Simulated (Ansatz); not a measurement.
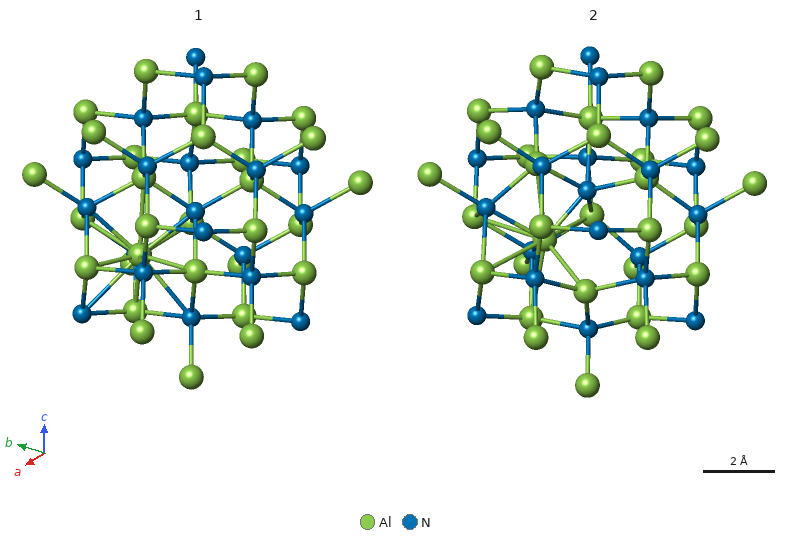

Two geometries of a defect cell of composition Al49N48 (cell charge +1), drawn at one scale. One is the start of a relaxation, the other its converged end. Style: ball-and-stick. Shown: the atoms within 5.0 Å of the atom that moves most (axes of the cell of the calculation (origin shifted)), from a free direction.

Level of theory: DFT, PBEsol, PAW, plane waves in Ansatz. Settings: plane-wave cutoff 420 eV; k-point mesh 1 × 1 × 1; mesh shifted by (0.25, 0.25, 0.25); no spin polarisation; atoms relaxed in a fixed cell; force threshold 0.03 eV/Å; at most 80 steps.

**Which of the two is the end point?**

Structure 2 is the relaxed one. An N atom moves most: 0.72 Å roughly along +c. Largest moves by element: N 0.72 Å, Al 0.62 Å. The lattice vectors keep their values. Among the contacts that change: Al–N 1.918 → 3.229 Å, Al–N 3.130 → 2.300 Å, Al–N 2.353 → 2.916 Å, Al–N 2.318 → 2.849 Å. New bonds form: Al–N (3.13 → 2.30 Å). Bonds break: Al–N (1.92 → 3.23 Å). Among the angles between lasting bonds that change: Al–Al–N 169.9° → 124.0°, Al–N–Al 170.1° → 136.1°, Al–N–Al 110.7° → 133.8°. Over 12 geometry steps the energy falls by 6.629 eV per cell of the calculation. Largest force component: 6.3 eV/Å at the start, 0.023 eV/Å at the end.

Limits of the set-up: the cell is charged, on a uniform background, and energies carry no finite-size correction.
